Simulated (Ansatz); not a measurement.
A series of calculations on Cd$_{47}$Se$_{48}$

## 1. Relaxation

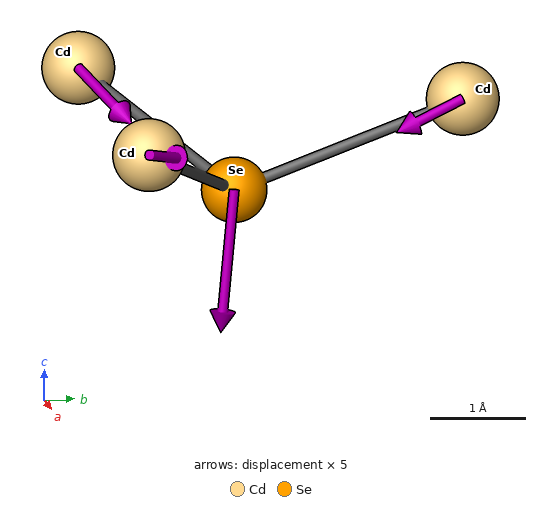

A relaxation of a defect cell of composition Cd47Se48 (cell charge −1). The starting structure is drawn; purple arrows show the displacements, magnified 5 times.

A ball-and-stick model of the atoms within 4.2 Å of the atom that moves most (axes of the cell of the calculation (origin shifted)), seen slightly off an axis.

Method: DFT, PBEsol, PAW, plane waves in Ansatz 0.2.0. Settings: plane-wave cutoff 420 eV; k-point mesh 1 × 1 × 1; mesh shifted by (0.25, 0.25, 0.25); collinear spin; atoms relaxed in a fixed cell; force threshold 0.03 eV/Å; at most 80 steps.

Question: Which element moves most?

Answer: Selenium: up to 0.31 Å, against 0.21 Å for cadmium.

Question: What did the optimiser do to the structure, and how much energy did it gain?

Answer: The atom that moves furthest is a Se atom (0.31 Å along −c). Largest moves by element: Se 0.31 Å, Cd 0.21 Å. The lattice vectors keep their values. Among the contacts that change: Cd–Se 2.697 → 2.587 Å, Cd–Se 2.627 → 2.587 Å, Cd–Se 2.604 → 2.588 Å. Bond angles that change, for instance: Cd–Se–Cd 111.1° → 102.1°, Cd–Se–Cd 108.8° → 102.5°, Cd–Se–Cd 108.5° → 102.5°. The energy falls by 0.769 eV per cell of the calculation in 4 geometry steps. Largest force component: 0.66 eV/Å at the start, 0.023 eV/Å at the end. Cost: 15 s on 1 × NVIDIA GB200 with 8 threads of Arm Neoverse-V2, peak memory 3 GiB.

Limits of the set-up: the cell is charged, on a uniform background, and energies carry no finite-size correction.

## 2. Relaxation

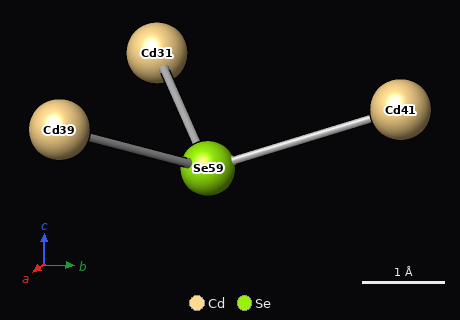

This is the input geometry for a relaxation of a defect cell of composition Cd47Se48. Style: ball-and-stick. Shown: the atoms within 4.2 Å of the atom that moves most (axes of the cell of the calculation (origin shifted)), slightly off an axis.

The calculation used DFT, PBEsol, PAW, plane waves (Ansatz).

Settings: plane-wave cutoff 420 eV; k-point mesh 1 × 1 × 1; mesh shifted by (0.25, 0.25, 0.25); no spin polarisation; atoms relaxed in a fixed cell; force threshold 0.03 eV/Å; at most 80 steps.

```
Cd Se
1.0
    12.90667    0.00000    0.00000
     0.00000   14.90334    0.00000
     0.00000    0.00000   14.04153
Cd Se
47 48
Direct
  0.99907 0.16675 0.00195
  0.00175 0.16941 0.50045
  0.33321 0.16715 0.00003
  0.33473 0.16574 0.50122
  0.16700 0.41560 0.99943
  0.16491 0.41721 0.49934
  0.99854 0.66466 0.00225
  0.00274 0.66986 0.49934
  0.66705 0.16804 0.00141
  0.66868 0.16694 0.50131
  0.50080 0.41637 0.00058
  0.33325 0.66561 0.00201
  0.33235 0.66571 0.49998
  0.16701 0.91587 0.00065
  0.16714 0.91580 0.49890
  0.83509 0.41836 0.00095
  0.83367 0.41460 0.49930
  0.66574 0.66947 0.99948
  0.66695 0.66912 0.49862
  0.50020 0.91792 0.00043
  0.50166 0.91531 0.50002
  0.83482 0.91754 0.99942
  0.83541 0.91590 0.50205
  0.16726 0.08433 0.25165
  0.16525 0.08495 0.74998
  0.00161 0.33201 0.25035
  0.99892 0.33221 0.75004
  0.50007 0.08232 0.24885
  0.49825 0.08471 0.74736
  0.33424 0.33269 0.24873
  0.33153 0.33314 0.75217
  0.16745 0.58391 0.25004
  0.16576 0.58427 0.74913
  0.99675 0.83198 0.25310
  0.99749 0.83322 0.75083
  0.83396 0.08296 0.24988
  0.83449 0.08207 0.74763
  0.66793 0.33497 0.24824
  0.66622 0.33203 0.74936
  0.50071 0.58231 0.24874
  0.49969 0.58295 0.75069
  0.33476 0.83317 0.25069
  0.33104 0.83252 0.74894
  0.83430 0.58246 0.25074
  0.83349 0.58176 0.75078
  0.66659 0.83404 0.25198
  0.66817 0.83221 0.74941
  0.99912 0.16692 0.18818
  0.99990 0.16610 0.68568
  0.33259 0.16909 0.18634
  0.33196 0.16674 0.68827
  0.16525 0.41553 0.18795
  0.16758 0.41877 0.68864
  0.00092 0.66593 0.18807
  0.00112 0.66596 0.68773
  0.66417 0.16643 0.19130
  0.66841 0.16777 0.68763
  0.49776 0.41432 0.18716
  0.50196 0.41857 0.68792
  0.33149 0.66776 0.18682
  0.33322 0.66894 0.68795
  0.16823 0.91770 0.18932
  0.16881 0.91776 0.68892
  0.83293 0.41566 0.18637
  0.83335 0.41765 0.68814
  0.66843 0.66640 0.18971
  0.66606 0.66651 0.68819
  0.49954 0.91576 0.18971
  0.50333 0.91778 0.68856
  0.83254 0.91583 0.18721
  0.83507 0.91588 0.68753
  0.16779 0.08377 0.43853
  0.16663 0.08471 0.93611
  0.00121 0.33292 0.43870
  0.00156 0.33525 0.93992
  0.49948 0.08121 0.43559
  0.50252 0.08407 0.93886
  0.33762 0.33239 0.43684
  0.33428 0.33546 0.93984
  0.16749 0.58639 0.43672
  0.16745 0.58105 0.94069
  0.99985 0.83262 0.43616
  0.99897 0.83125 0.93873
  0.83048 0.08083 0.43741
  0.83482 0.08246 0.93807
  0.66474 0.33444 0.44046
  0.66556 0.33483 0.93636
  0.49723 0.58234 0.43995
  0.49900 0.58343 0.93807
  0.33442 0.83521 0.43846
  0.33278 0.83220 0.93871
  0.83499 0.58427 0.43695
  0.83396 0.58456 0.94113
  0.66729 0.83369 0.43695
  0.66627 0.83217 0.93938
```

Question: Where does the relaxation end?

Answer: After 4 geometry steps the energy has fallen by 0.718 eV per cell of the calculation. The largest force component goes from 0.62 to 0.022 eV/Å. The largest move is that of Se59, 0.32 Å along −c. By element the largest moves are Se 0.32 Å, Cd 0.21 Å. The cell stays as it was. Near-neighbour distances that change, for instance: Cd31–Se59 2.697 → 2.594 Å, Cd39–Se59 2.627 → 2.595 Å, Cd41–Se59 2.604 → 2.592 Å. Among the angles between lasting bonds that change: Cd39–Se59–Cd41 111.1° → 101.8°, Cd31–Se59–Cd41 108.8° → 102.6°, Cd31–Se59–Cd39 108.5° → 102.7°.

Step by step:

| step | E − E(0), meV/atom | largest force component, eV/Å |
| --- | --- | --- |
| 0 | 0.00 | 0.6153 |
| 1 | -6.32 | 0.4520 |
| 2 | -7.46 | 0.1200 |
| 3 | -7.55 | 0.0215 |
| 4 | -7.55 | 0.0216 |

The end point in the same view:

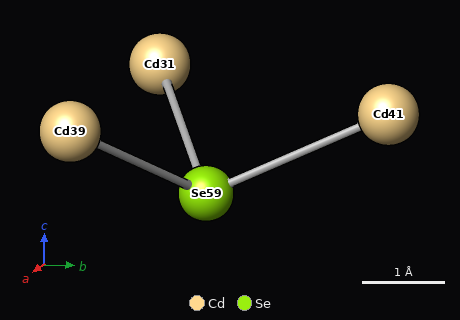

## 3. Defect

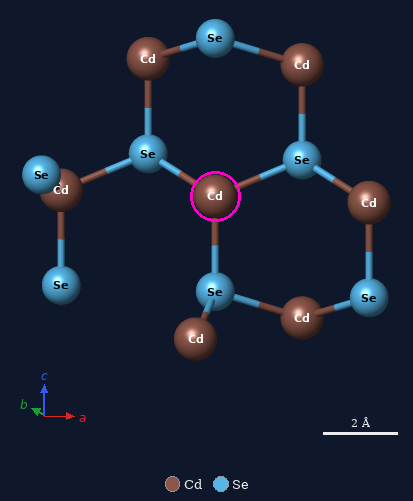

Perfect CdSe. A ball-and-stick model of the atoms within 6.0 Å of one point, in a slice 4.2 Å thick across the line of sight, seen slightly off an axis.

Computed with Ansatz, DFT, PBEsol, PAW, plane waves. (plane-wave cutoff 420 eV; k-point mesh 1 × 1 × 1; mesh shifted by (0.25, 0.25, 0.25); collinear spin) Fermi-Dirac smearing of 0.01 eV. A uniform background neutralises the charged cell. The axes drawn are those of the host's conventional cell.

A cadmium atom is taken out (a vacancy) at the ringed place, in charge state −1. The supercell has 96 sites, and the atoms are relaxed at the host's cell.

Question: Predict the relaxed surroundings of the defect.

Answer: Around the empty Cd site the host had 4 Se at 2.63 to 2.64 Å; after relaxation the nearest atoms are 4 Se at 2.33 to 2.39 Å. Of the host's atoms, a selenium atom moves furthest from its site, by 0.32 Å. The cell's net moment is 0.93 μB.

The relaxed defect, seen from the same direction:

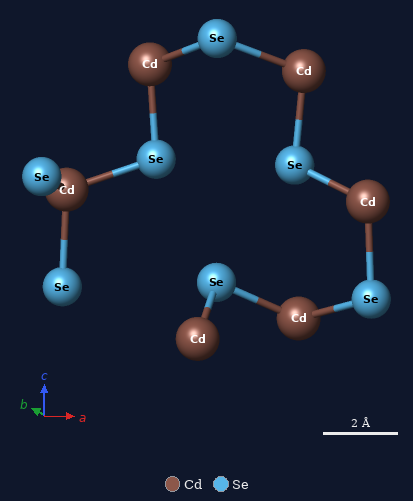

Limits of the set-up: the cell is charged, on a uniform background, and energies carry no finite-size correction.
